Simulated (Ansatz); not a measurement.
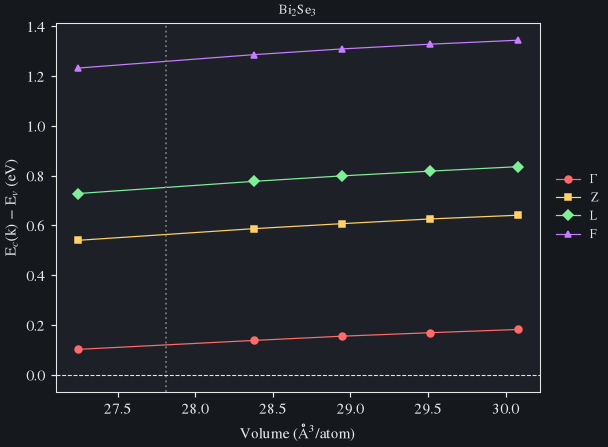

Lowest conduction level at each named k point, counted from the valence-band top at Γ. In reduced coordinates of the cell that was run, Z is (0.5, 0.5, 0.5), L is (0.5, 0, 0) and F is (0.5, 0.5, 0). One run is left out (dotted line).

System: Bi2Se3, space group R-3m (No. 166), 5 atoms in the primitive cell. The cell is scaled at fixed shape and fractional positions. At 28.95 Å³/atom, a = 4.170 Å, c = 28.826 Å (hexagonal axes). Method: PBEsol, all-electron LAPW, no spin polarisation, no spin-orbit coupling, 8×8×8 k mesh, Fermi-Dirac smearing of 0.05 eV (Ansatz).

```csv
volume,Γ (eV),Z (eV),L (eV),F (eV),pressure (GPa)
27.24 Å³/atom,0.10,0.54,0.73,1.23,2.5
28.38 Å³/atom,0.14,0.59,0.78,1.29,−0.3
28.95 Å³/atom,0.16,0.61,0.80,1.31,−1.5
29.51 Å³/atom,0.17,0.63,0.82,1.33,−2.5
30.08 Å³/atom,0.18,0.64,0.84,1.34,−3.5
```

What does the missing run, at 27.81 Å³/atom, give?

Fits through the other points against the logarithm of the volume give 0.12 eV at Γ, 0.56 eV at Z, 0.75 eV at L and 1.26 eV at F (straight lines). The run itself gives 0.12, 0.57, 0.75 and 1.26 eV, within 0.01 eV of the estimates.

Spin-orbit coupling is left out, which matters for Bi and Se and can close so small a gap. With spin-orbit coupling the bands at Γ invert, which makes this a topological insulator.
